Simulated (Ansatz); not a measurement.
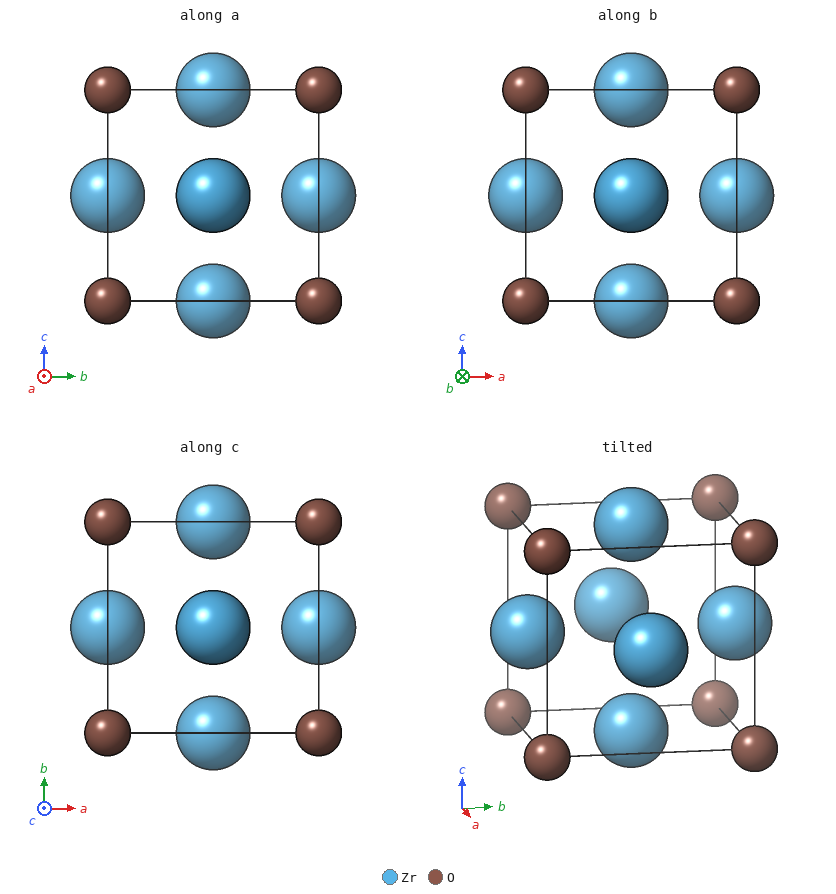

Spheres-only drawing of the structure, looking along the a axis, along the b axis, along the c axis and slightly off an axis. The frame is the conventional unit cell; atoms at its boundary are shown with their periodic copies.

Lattice parameters: a = 4.1790 Å, b = 4.1790 Å, c = 4.1790 Å, α = 90.000°, β = 90.000°, γ = 90.000°.

> Record the structure as a CIF with its space group and independent sites.

```cif
data_structure
_symmetry_space_group_name_H-M 'P m -3 m'
_symmetry_Int_Tables_number 221
_cell_length_a 4.1790
_cell_length_b 4.1790
_cell_length_c 4.1790
_cell_angle_alpha 90.000
_cell_angle_beta 90.000
_cell_angle_gamma 90.000
_cell_volume 72.98
loop_
_atom_site_label
_atom_site_type_symbol
_atom_site_symmetry_multiplicity
_atom_site_Wyckoff_symbol
_atom_site_fract_x
_atom_site_fract_y
_atom_site_fract_z
_atom_site_occupancy
Zr1 Zr 3 c 0.0000 0.5000 0.5000 1
O1 O 1 a 0.0000 0.0000 0.0000 1
```

The cell started as a structure type filled with these elements by a generator (whether the compound takes this form wasn't checked). It is drawn as it came out of a relaxation with Ansatz, DFT r2SCAN, scalar-relativistic, plane waves, PAW.
